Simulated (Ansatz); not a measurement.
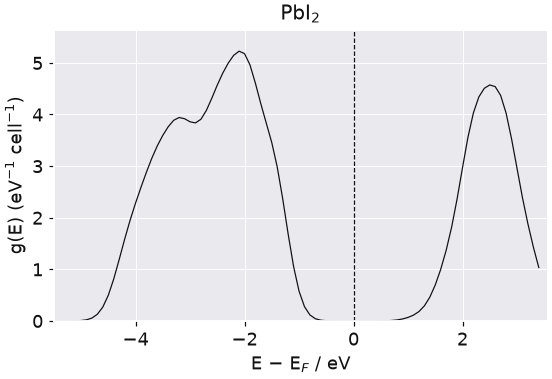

Density of states. Energies are counted from the Fermi level. The DOS curve is built from the levels of the k mesh with Gaussians 0.55 eV wide, which also blur the band edges; ripples of that width can come from the mesh.

System: CdI2-type PbI2, space group P-3m1 (No. 164), 3 atoms in the cell, relaxed with r2SCAN+rVV10.

```cif
data_structure
_symmetry_space_group_name_H-M 'P-3m1'
_symmetry_Int_Tables_number 164
_cell_length_a 4.5657
_cell_length_b 4.5657
_cell_length_c 7.0411
_cell_angle_alpha 90.000
_cell_angle_beta 90.000
_cell_angle_gamma 120.000
_cell_volume 127.11
loop_
_atom_site_label
_atom_site_type_symbol
_atom_site_symmetry_multiplicity
_atom_site_Wyckoff_symbol
_atom_site_fract_x
_atom_site_fract_y
_atom_site_fract_z
_atom_site_occupancy
Pb1 Pb 1 a 0.00000 0.00000 0.00000 1
I1 I 2 d 0.33333 0.66667 0.26678 1
```

Ansatz 0.2.0; PBE, Ansatz PAW set, no spin polarisation, no spin-orbit coupling, 6×6×4 k mesh, 420 eV cutoff, Fermi-Dirac smearing of 0.02 eV.

Is there a gap at the Fermi level, and how wide?

There is a gap; over the k points computed it is 2.23 eV (direct to within 0.02 eV).

Where is the tallest peak of the filled states in the window?

Within the window shown, the tallest peak of the filled states lies 1.0 eV under the valence-band top, at about 5.2 states per eV and cell.

Spin-orbit coupling is left out, which matters for Pb and I.
